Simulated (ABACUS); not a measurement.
## Run report: Mo, geometry relaxation (part 2 of 3)

Mo (Im-3m, 1 atom in the cell); Kohn-Sham DFT of a periodic cell, TPSS, SG15 ONCV 1.2 PBE, no spin polarisation (ABACUS 3.10.1); cutoff 1278.93 eV, 8×8×8 k-mesh, fermi-dirac of 0.05 eV. The structure derives from a Materials Project entry.

Geometry of the input (Å; fractional positions):
```
-1.5838  1.5838  1.5838
1.5838  -1.5838  1.5838
1.5838  1.5838  -1.5838
Mo 0.0000  0.0000  0.0000
```

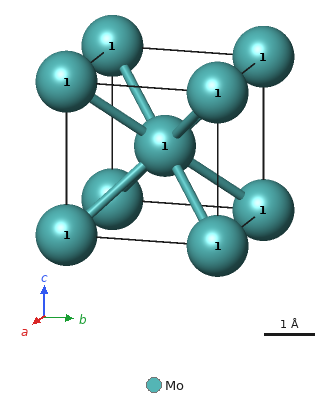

*The starting structure (ball-and-stick view of the cell 2 times as large as that of the calculation, set on its symmetry axes, seen slightly off an axis; atoms are numbered from 1 in the order of the input).*

What the program printed, continued
```
----------------------------------------------------------

 PW ALGORITHM --------------- ION=   1  ELEC=   2--------------------------------

 Density error is 0.00378923389648
                          Error Threshold = 0.000498820926926
----------------------------------------------------------
     Energy           Rydberg                 eV
----------------------------------------------------------
 E_KohnSham     -137.0974077448      -1865.3059263586
 E_Harris       -136.7058902824      -1859.9790580031
 E_Fermi        1.5225756087         20.7157039147
----------------------------------------------------------

 PW ALGORITHM --------------- ION=   1  ELEC=   3--------------------------------

 Density error is 0.0004490044975
                          Error Threshold = 2.70659564034e-05
----------------------------------------------------------
     Energy           Rydberg                 eV
----------------------------------------------------------
 E_KohnSham     -137.1002806003      -1865.3450135626
 E_Harris       -137.1495985521      -1866.0160187218
 E_Fermi        1.5298392043         20.8145302017
----------------------------------------------------------

 PW ALGORITHM --------------- ION=   1  ELEC=   4--------------------------------

 Density error is 5.06746888068e-06
                          Error Threshold = 3.20717498214e-06
----------------------------------------------------------
     Energy           Rydberg                 eV
----------------------------------------------------------
 E_KohnSham     -137.1004973807      -1865.3479630116
 E_Harris       -137.1115309795      -1865.4980828247
 E_Fermi        1.5279569827         20.7889212642
----------------------------------------------------------

 PW ALGORITHM --------------- ION=   1  ELEC=   5--------------------------------

 Density error is 2.00693168885e-07
                          Error Threshold = 3.61962062906e-08
----------------------------------------------------------
     Energy           Rydberg                 eV
----------------------------------------------------------
 E_KohnSham     -137.1005026044      -1865.3480340838
 E_Harris       -137.0979850786      -1865.3137813882
 E_Fermi        1.5276944874         20.7853498315
----------------------------------------------------------

 PW ALGORITHM --------------- ION=   1  ELEC=   6--------------------------------

 Density error is 7.98230679531e-09
                          Error Threshold = 1.43352263489e-09
----------------------------------------------------------
     Energy           Rydberg                 eV
----------------------------------------------------------
 E_KohnSham     -137.1005026667      -1865.3480349312
 E_KS(sigma->0) -137.1002646087      -1865.3447959863
 E_Harris       -137.1010038531      -1865.3548539227
 E_band         -4.4892772927        -61.0797510823
 E_one_elec     -20.7653292088       -282.5267980857
 E_Hartree      18.3880585490        250.1823714243
 E_xc           -15.5617048542       -211.7278566112
 E_Ewald        -119.1610510368      -1621.2692737689
 E_entropy(-TS) -0.0004761159        -0.0064778898
 E_descf        0.0000000000         0.0000000000
 E_exx          0.0000000000         0.0000000000
 E_Fermi        1.5277502123         20.7861080076
----------------------------------------------------------

 charge density convergence is achieved
 final etot is -1865.3480349 eV
 EFERMI = 20.786108008 eV

 STATE ENERGY(eV) AND OCCUPATIONS    NSPIN == 1
[... levels at 8 further k points ...]

------------------------------------------------------------------------------------------
 TOTAL-FORCE (eV/Angstrom)
------------------------------------------------------------------------------------------
                       Mo1         0.0000000000         0.0000000000         0.0000000000
------------------------------------------------------------------------------------------

----------------------------------------------------------------
 TOTAL-STRESS (KBAR)
----------------------------------------------------------------
       -40.1001660914         0.0000000000         0.0000000000
         0.0000000000       -40.1001660914        -0.0000000000
        -0.0000000000         0.0000000000       -40.1001660914
----------------------------------------------------------------
 TOTAL-PRESSURE: -40.100166 KBAR

 Largest gradient in force is 0.000000 eV/A.
 Threshold is 0.020000 eV/A.

 Largest gradient in stress is 40.100166 kbar.
 Threshold is 0.200000 kbar.

 Relaxation is not converged yet!
DIRECT COORDINATES
    atom                   x                   y                   z     mag                  vx                  vy                  vz
taud_Mo1            0.0000000000        0.0000000000        0.0000000000  0.0000        0.0000000000        0.0000000000        0.0000000000

                          Volume (Bohr^3) = 100.970186
                             Volume (A^3) = 14.962220

 Lattice vectors: (Cartesian coordinate: in unit of a_0)
            -1.552311           +1.552311           +1.552311
            +1.552311           -1.552311           +1.552311
            +1.552311           +1.552311           -1.552311
 Reciprocal vectors: (Cartesian coordinate: in unit of 2 pi/a_0)
            +0.000000           +0.322100           +0.322100
            +0.322100           +0.000000           +0.322100
            +0.322100           +0.322100           +0.000000

 -------------------------------------------
 STEP OF RELAXATION : 2
 -------------------------------------------

[... set-up of the moved cell ...]

 PW ALGORITHM --------------- ION=   2  ELEC=   1--------------------------------
 Notice: Threshold on eigenvalues was too large.
 hsover_error=0.140000 > DRHO=0.000336
 Origin diag ethr = 0.010000
 New diag ethr = 0.000002

 Density error is 0.000170957990
                          Error Threshold = 0.000002401874
----------------------------------------------------------
     Energy           Rydberg                 eV
----------------------------------------------------------
 E_KohnSham     -137.0983391803      -1865.3185991888
 E_Harris       -136.9857248445      -1863.7864025451
 E_Fermi        1.6403609018         22.3182550411
----------------------------------------------------------

[... 3 further cycles ...]
 PW ALGORITHM --------------- ION=   2  ELEC=   5--------------------------------

 Density error is 0.000000000370
                          Error Threshold = 0.000000001454
----------------------------------------------------------
     Energy           Rydberg                 eV
----------------------------------------------------------
 E_KohnSham     -137.0987010389      -1865.3235225270
 E_KS(sigma->0) -137.0984284543      -1865.3198138232
 E_Harris       -137.0987691100      -1865.3244486817
 E_band         -2.9861043509        -40.6280339949
 E_one_elec     -17.3739817154       -236.3851482772
 E_Hartree      17.4978168081        238.0700111508
 E_xc           -15.6430743387       -212.8349452445
 E_Ewald        -121.5789166236      -1654.1660227484
 E_entropy(-TS) -0.0005451692        -0.0074174076
 E_descf        0.0000000000         0.0000000000
 E_exx          0.0000000000         0.0000000000
 E_Fermi        1.6400260979         22.3136998008
----------------------------------------------------------

 charge density convergence is achieved
 final etot is -1865.32352252697 eV
 EFERMI = 22.31369980080 eV

 STATE ENERGY(eV) AND OCCUPATIONS    NSPIN == 1
[... levels at 8 further k points ...]

------------------------------------------------------------------------------------------
 TOTAL-FORCE (eV/Angstrom)
------------------------------------------------------------------------------------------
                       Mo1         0.0000000000         0.0000000000         0.0000000000
------------------------------------------------------------------------------------------

----------------------------------------------------------------
 TOTAL-STRESS (KBAR)
----------------------------------------------------------------
       132.8322330781         0.0000000000         0.0000000000
         0.0000000000       132.8322330781        -0.0000000000
        -0.0000000000        -0.0000000000       132.8322330781
----------------------------------------------------------------
 TOTAL-PRESSURE: 132.832233 KBAR

 Largest gradient in force is 0.000000 eV/A.
 Threshold is 0.020000 eV/A.

 Largest gradient in stress is 132.832233 kbar.
 Threshold is 0.200000 kbar.

 Relaxation is not converged yet!
DIRECT COORDINATES
    atom                   x                   y                   z     mag                  vx                  vy                  vz
taud_Mo1            0.0000000000        0.0000000000        0.0000000000  0.0000        0.0000000000        0.0000000000        0.0000000000

                          Volume (Bohr^3) = 105.650353
                             Volume (A^3) = 15.655748

 Lattice vectors: (Cartesian coordinate: in unit of a_0)
            -1.575934           +1.575934           +1.575934
            +1.575934           -1.575934           +1.575934
            +1.575934           +1.575934           -1.575934
 Reciprocal vectors: (Cartesian coordinate: in unit of 2 pi/a_0)
            +0.000000           +0.317272           +0.317272
            +0.317272           +0.000000           +0.317272
            +0.317272           +0.317272           +0.000000

 -------------------------------------------
 STEP OF RELAXATION : 3
 -------------------------------------------

[... set-up of the moved cell ...]

 PW ALGORITHM --------------- ION=   3  ELEC=   1--------------------------------
 Notice: Threshold on eigenvalues was too large.
 hsover_error=0.140000 > DRHO=0.000696
 Origin diag ethr = 0.010000
 New diag ethr = 0.000005

 Density error is 0.000458547317
                          Error Threshold = 0.000004973791
----------------------------------------------------------
     Energy           Rydberg                 eV
----------------------------------------------------------
 E_KohnSham     -137.1004285050      -1865.3470259103
 E_Harris       -137.2558963305      -1867.4622741917
 E_Fermi        1.5567000858         21.1799912434
----------------------------------------------------------

[... 3 further cycles ...]
 PW ALGORITHM --------------- ION=   3  ELEC=   5--------------------------------

 Density error is 0.000000003335
                          Error Threshold = 0.000000000554
----------------------------------------------------------
     Energy           Rydberg                 eV
----------------------------------------------------------
 E_KohnSham     -137.1007241202      -1865.3510479610
 E_KS(sigma->0) -137.1004809022      -1865.3477388106
 E_Harris       -137.1004767956      -1865.3476829375
 E_band         -4.1231972233        -56.0989762151
 E_one_elec     -19.9283582021       -271.1392233330
 E_Hartree      18.1660689986        247.1620486426
 E_xc           -15.5814733950       -211.9968214072
 E_Ewald        -119.7564750859      -1629.3704335627
 E_entropy(-TS) -0.0004864360        -0.0066183007
 E_descf        0.0000000000         0.0000000000
 E_exx          0.0000000000         0.0000000000
 E_Fermi        1.5550586916         21.1576589304
----------------------------------------------------------

 charge density convergence is achieved
 final etot is -1865.35104796096 eV
 EFERMI = 21.15765893036 eV

 STATE ENERGY(eV) AND OCCUPATIONS    NSPIN == 1
[... levels at 8 further k points ...]

------------------------------------------------------------------------------------------
 TOTAL-FORCE (eV/Angstrom)
```
